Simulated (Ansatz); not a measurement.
# Where V_Si puts its levels in the gap of SiC (F-43m)

Aim: at which Fermi levels does V_Si in SiC (F-43m) change its charge? The model is a cell of 432 host atoms with 1 Si taken out.

Main program and level: Ansatz 0.2.0; place-levels on PBEsol runs: charge-transition levels and formation energies with image-charge correction and potential alignment at the atomic sites; PAW set soft_1.

**Measured values to reproduce.**

For SiC, cubic 3C zincblende (literature value), “Insight into the structural, elastic and electronic properties of a new orthorhombic 6O-SiC polytype” (2020, pmc:7200658) quotes earlier work: band gap (indirect gap) 2.4 eV [literature value; measurement temperature and method not stated].

### 1. The structure

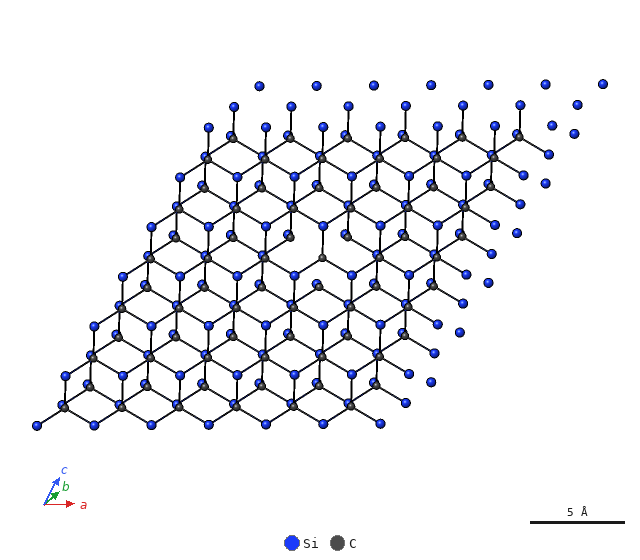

The cell as given, in part (silicon blue, carbon dark grey). Drawn is a slice 6 Å thick, seen along the normal of the ac plane. Bonds to atoms that aren't drawn are left out.

The cell holds 431 atoms: 215 Si and 216 C. Cell: a = 18.485 Å, b = 18.485 Å, c = 18.485 Å, α = 60.0°, β = 60.0°, γ = 60.0°. It derives from SiC (space group F-43m). Nearest the centre at fractional (0.500, 0.500, 0.500): C259 at 1.89 Å, C258 at 1.89 Å, C248 at 1.89 Å, C188 at 1.89 Å, Si260 at 3.08 Å, Si187 at 3.08 Å, Si330 at 3.08 Å, Si318 at 3.08 Å.

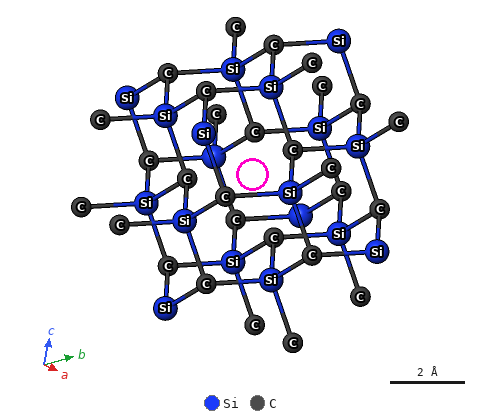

The atoms within 5 Å of the centre. A ring marks the centre wherever it is empty.

Known beforehand: the electronic dielectric constant, 7.06, and the static one, 10.44, computed on the host (DFPT, PBEsol).

The cell's shortest repeat is 18.5 Å.

### 2. Charge states

Levels follow from differences of total energies between charge states, each relaxed by itself.

Random displacements of about 0.04 Å break the site symmetry at the start, so that the relaxation can reach a distorted minimum if there is one. Forces are taken at the zone centre alone. The cell holds 1 electron more than the neutral one, with a uniform background that keeps it neutral on the whole. The moment is locked at 3 μB to get this spin state; other moments, where tried, are runs of their own.

One of the inputs; charge, spin and start change from state to state.

The input, qm1_M3.relax/input.yaml:

```yaml
crystal:
  lattice:
    - [0.0, 2.1784555, 2.1784555]
    - [2.1784555, 0.0, 2.1784555]
    - [2.1784555, 2.1784555, 0.0]
  atoms:
    - { symbol: Si, position: [0.0, 0.0, 0.0] }
    - { symbol: C, position: [0.25, 0.25, 0.25] }
  supercell: [6, 6, 6]
  defects: [{ vacancy: 258 }]
total_charge: -1
basis:
  ecutwfc: 420
  xc_grid: 2
hamiltonian:
  xc: pbesol
  pseudopotentials: { kind: paw, azcp: { folder: soft_1 }, xc_functional: pbe }
kpoints:
  mp_grid: { grid: [1, 1, 1] }
magnetization:
  spin_polarized: true
  initial_magnetization: 3
  spin_locking: { lock_magnetization: hard }
scf:
  occupations: { method: fixed }
  max_iter: 100
output:
  forces: true
  charged_corrections:
    epsilon: 7.06
    static_epsilon: 10.44
    defect_position: [0.5, 0.5, 0.5]
relax:
  f_tol: 0.02
  max_steps: 60
  random_displacement: { amplitude: 0.04, seed: 8700 }
checkpoint:
  write: "../qm1_M3.relax.run"
  compress: false
  write_wavefunctions: true
  write_every: 100000
```

The run is started by

```console
> ansatz run input.yaml --threads 32 --pin off --max-ram 84787MiB --backend cuda --events-out ev --progress --plain --runs-dir out --max-vram 78GiB
```

The energy is taken again at one point at (¼, ¼, ¼), on the same structure.

The run of this state that the levels use, under PBEsol:

The input, qm1_M3.quarter/input.yaml:

```yaml
crystal:
  checkpoint: "../qm1_M3.relax.run"
  host: checkpoint
total_charge: -1
basis:
  ecutwfc: 420
  xc_grid: 2
hamiltonian:
  xc: pbesol
  pseudopotentials: { kind: paw, azcp: { folder: soft_1 }, xc_functional: pbe }
kpoints:
  mp_grid: { grid: [1, 1, 1], shift: [0.25, 0.25, 0.25] }
magnetization:
  spin_polarized: true
  initial_magnetization: 3
  spin_locking: { lock_magnetization: hard }
scf:
  occupations: { method: fixed }
  max_iter: 100
output:
  forces: true
  charged_corrections:
    epsilon: 7.06
    static_epsilon: 10.44
    defect_position: [0.5, 0.5, 0.5]
  eigenvalues: true
  eigenstates: { localisation: true }
  efg: {}
checkpoint:
  read: "../qm1_M3.relax.run"
  write: "../qm1_M3.quarter.run"
  compress: false
  write_wavefunctions: false
  write_every: 100000
```

Relaxations under PBEsol at the zone centre alone; times on 1 × NVIDIA GB200 with 32 threads of Arm Neoverse V2, shared host:

```tsv
charge	moment (μB)	occupations	outcome	steps	largest displacement against the far atoms (Å)	time
−1	3	fixed	converged	5	0.16	20 s
0	2	fixed	converged	6	0.19	31 s
```

Single points under PBEsol at one point at (¼, ¼, ¼); times on 1 × NVIDIA GB200 with 32 threads of Arm Neoverse V2, shared host:

```tsv
charge	moment (μB)	occupations	outcome	time
−1	3	fixed	converged	29 s
0	2	fixed	converged	27 s
```

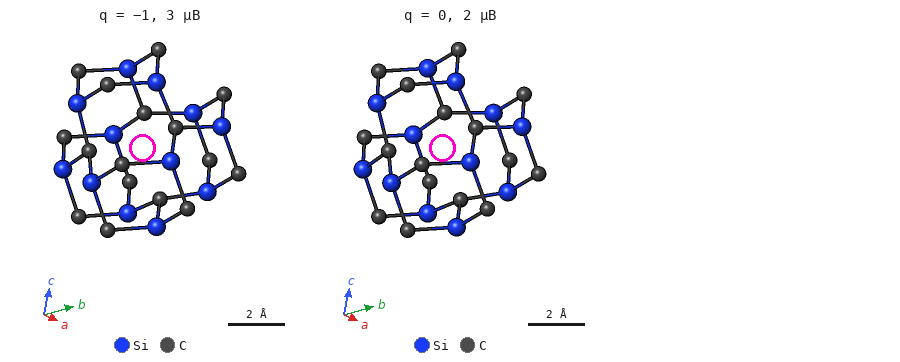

The structures near the centre after relaxation with PBEsol, by charge. A ring marks the centre wherever it is empty.

Distances (Å) from the ideal centre to the nearest atoms after relaxation with PBEsol:

```tsv
charge	moment (μB)	1.	2.	3.	4.	5.	6.
−1	3	C 2.04	C 2.04	C 2.05	C 2.05	Si 3.06	Si 3.06
0	2	C 2.06	C 2.07	C 2.07	C 2.07	Si 3.07	Si 3.07
```

### 3. Placing the levels, PBEsol, the zone centre alone

qm1_M3.gamma/input.yaml, as its differences from qm1_M3.quarter/input.yaml of step 2:

```diff
@@ -11,3 +11,3 @@
 kpoints:
-  mp_grid: { grid: [1, 1, 1], shift: [0.25, 0.25, 0.25] }
+  mp_grid: { grid: [1, 1, 1] }
 magnetization:
@@ -26,7 +26,5 @@
   eigenvalues: true
-  eigenstates: { localisation: true }
-  efg: {}
 checkpoint:
   read: "../qm1_M3.relax.run"
-  write: "../qm1_M3.quarter.run"
+  write: "../qm1_M3.gamma.run"
   compress: false
```

Wall time 5 s (1 × NVIDIA GB200 with 32 threads of Arm Neoverse V2, shared host); peak memory 3.8 GiB.

The input, levels.gamma.yaml:

```yaml
host:
  run: host.gamma.run
  levels_from: { run: edges.gamma.run }
states: [qm1_M3.gamma.run, q0_M2.gamma.run]
geometry_from:
  qm1_M3.gamma.run: qm1_M3.relax.run
  q0_M2.gamma.run: q0_M2.relax.run
chemical_potentials:
  Si:
    energy: -621.49341
    dataset: <sha256 of the dataset>
```

The run is started by

```console
> ansatz place-levels levels.gamma.yaml -- --threads 32 --pin off --max-ram 84787MiB --backend cuda --max-vram 78GiB
```

Numbers of over 12 decimals in the logs are rounded to 6 here.

What it wrote:

```text
(0/-1) 0.691 eV above the valence edge, 0.553 eV under the conduction edge
formation energy of charge 0: +8.028 eV with the Fermi level at the valence edge
formation energy of charge -1: +8.719 eV with the Fermi level at the valence edge
  edges by pbesol of host.levels_from (edges.gamma.run), its mesh sampled to repeats of 33.89 Å (the valence edge -0.008 eV and the conduction edge -0.001 eV from those of the host's own run), gap 1.244 eV; the host is sampled to repeats of 18.48 Å
[... the lines on each state left out ...]
```

The job ended after 2.6 s (32 threads).

Under PBEsol the gap is 1.24 eV, (0/−1) 0.69 eV.

### 4. Placing the levels, PBEsol, one point at (¼, ¼, ¼)

A charged cell interacts with its images and the background, and its potential has another zero than the host's. place-levels removes the first by a point-charge model, screened by the static dielectric constant since the ions have relaxed around the charge, and the second by comparing potentials at atoms far from the defect.

The host is a run of the defect-free crystal in the same cutoffs, grids and k-points, so that basis and sampling errors cancel in part in the differences. Its band edges come from a run of the primitive cell that searches the zone for them. Chemical potentials are energies per atom of Si (diamond), run with the same functional and cutoff.

The input, levels.quarter.yaml:

```yaml
host:
  run: host.quarter.run
  levels_from: { run: edges.quarter.run }
states: [qm1_M3.quarter.run, q0_M2.quarter.run]
geometry_from:
  qm1_M3.quarter.run: qm1_M3.relax.run
  q0_M2.quarter.run: q0_M2.relax.run
chemical_potentials:
  Si:
    energy: -621.49341
    dataset: <sha256 of the dataset>
```

The run is started by

```console
> ansatz place-levels levels.quarter.yaml -- --threads 32 --pin off --max-ram 84787MiB --backend cuda --max-vram 78GiB
```

What it wrote:

```text
(0/-1) 0.639 eV above the valence edge, 0.605 eV under the conduction edge
formation energy of charge 0: +8.136 eV with the Fermi level at the valence edge
formation energy of charge -1: +8.775 eV with the Fermi level at the valence edge
  edges by pbesol of host.levels_from (edges.quarter.run), its mesh sampled to repeats of 33.89 Å (the valence edge +0.021 eV and the conduction edge -0.137 eV from those of the host's own run), gap 1.244 eV; the host is sampled to repeats of 18.48 Å
  the defect's cells are sampled to repeats of 18.48 Å, like sampling
  charge 0: +0.000 eV for its dipole among its images, +0.000 omitted
  charge -1: -187000.2952 eV with its correction of +0.172 eV, at epsilon 10.44, aligned at sites: -0.0509 eV, mean over 139 atomic sites at or beyond 9.24 Å from the defect at [0.5000, 0.5000, 0.5000], with +0.000000 for the charge's moments and without [...]
  of states[0] (qm1_M3.quarter.run): how wide its charge is, is not read beside other atoms or cores, and a band state would take no correction. [...]
```

The job ended after 2.5 s (32 threads).

Under PBEsol the gap is 1.24 eV, (0/−1) 0.64 eV; the stage before (PBEsol, at other k-points) gave a gap of 1.24 eV and levels within 0.05 eV of these.

Levels between the charges placed, in eV above the valence top:

```tsv
	gap (eV)	(0/−1)
PBEsol	1.24	0.64
```

Corrections by state:

```tsv
charge	moment (μB)	image terms and alignment (eV)	band filling (eV)	ε used	over the lowest of its charge, as the program ranks them, band filling apart (eV)
0	2.0	0.000	-	-	0.000
−1	3.0	0.172	-	10.44	0.000
```

From the program's caveats on the states, each cut to its opening words:

- charge −1 (3 μB): how wide its charge is, is not read beside other atoms or cores, and a band state would take no correction

The host's formation energy from the elements is -0.271 eV per atom; it sets how far the chemical potentials can move.

Limit set by the element alone; other compounds of these elements are not counted. Chemical potentials from the elements' reference states: C 0.00 eV, Si -0.54 eV. Formation energies (C-rich), with the Fermi level at the valence top and at the conduction bottom (gap 1.24 eV):

```tsv
charge	at valence top (eV)	at conduction bottom (eV)	correction included (eV)
0	7.59	7.59	0.00
−1	8.23	6.99	0.17
```

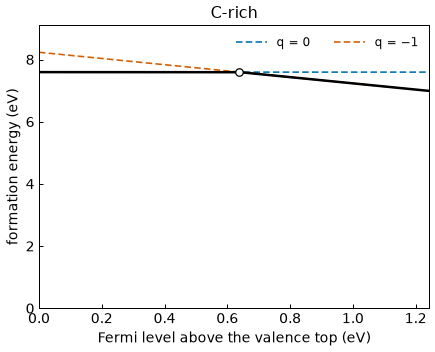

Formation energy against Fermi level; the thick line follows the lowest charge state and circles mark the transition levels.

Limit set by the element alone; other compounds of these elements are not counted. Chemical potentials from the elements' reference states: Si 0.00 eV, C -0.54 eV. Formation energy by charge state (Si-rich; gap 1.24 eV):

```tsv
charge	at valence top (eV)	at conduction bottom (eV)	correction included (eV)
0	8.14	8.14	0.00
−1	8.77	7.53	0.17
```

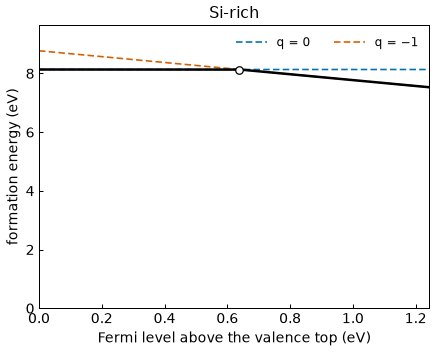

Formation energy against Fermi level; the thick line follows the lowest charge state and circles mark the transition levels.

### 5. Side by side

Levels between neighbouring charges, in eV above each run's own valence top:

```tsv
	gap (eV)	(0/−1)	GPU time a state at this stage (restarts are quicker than cold starts)
PBEsol, zone centre alone	1.24	0.69	5.9 s
PBEsol, (¼, ¼, ¼)	1.24	0.64	28 s
```

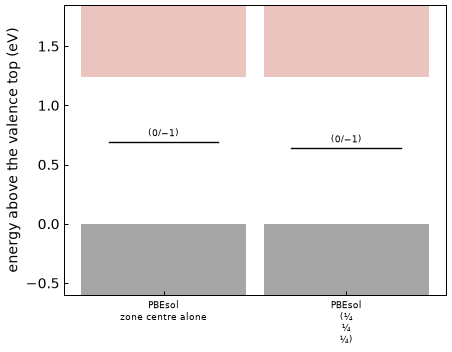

Levels between stable charges at each rung, each against its own band edges (shaded).

### 6. Results

```json
{
  "gap of the host": "1.24 eV (PBEsol)",
  "level (0/minus 1)": "0.64 eV above the valence top",
  "lowest of the charges placed, just above the valence top (0.02 eV)": "0",
  "lowest of the charges placed, just below the conduction bottom (0.02 eV)": "−1",
  "lowest formation energy at mid-gap of the charges run, C-rich": "7.59 eV",
  "lowest formation energy at mid-gap of the charges run, Si-rich": "8.14 eV"
}
```

In words: Of the charges placed (−1 and 0), the lowest changes at 0.64 eV (0/−1) above the valence top, in a gap of 1.24 eV. Charges above 0 and below −1 were not placed, so these runs say nothing of levels that involve them. States placed: 0 at 2 μB; −1 at 3 μB. Other spin states or structures, where not listed, weren't placed. Under PBEsol, the change of sampling (the zone centre alone against one point at (¼, ¼, ¼)) moves a level by 0.05 eV, which is the scale of doubt on levels at the coarser sampling. Keep in mind: one k-point off the zone centre stands for the whole zone; PBEsol makes the gap too small and tends to spread out bound carriers.

Comparison with the measured values:

```
                             quantity  measured           PBEsol
band gap (least gap of the host) (eV)       2.4  1.24 (-1.16 eV)
```

Measured values from pmc:7200658 (2020).

Verdict: The band gap is off by -1.16 eV: a clear miss. Local and semilocal functionals usually give gaps below the measured ones. Zero-point and thermal motion shift the measured gap.

[Logs are printed without paths, hosts, clocks, repeated set-up lines and the standing remarks that a program may print on its own settings, such as how far it seeks lower states.]

[Hosts, paths, dates, database ids (printed as entryN), source tags and the programs' standing remarks are cut or masked in the printed files.]

[Where a table of states has a column of steps, it counts the stored structures, which are thinned; the runs took as many ionic steps or more.]

[A defect's name tells the site on which it was built; relaxed atoms can leave that site.]

[For some hosts the program warned that the k-mesh of the response run may be too coarse for force constants and the static dielectric constant; such warnings are not shown here.]
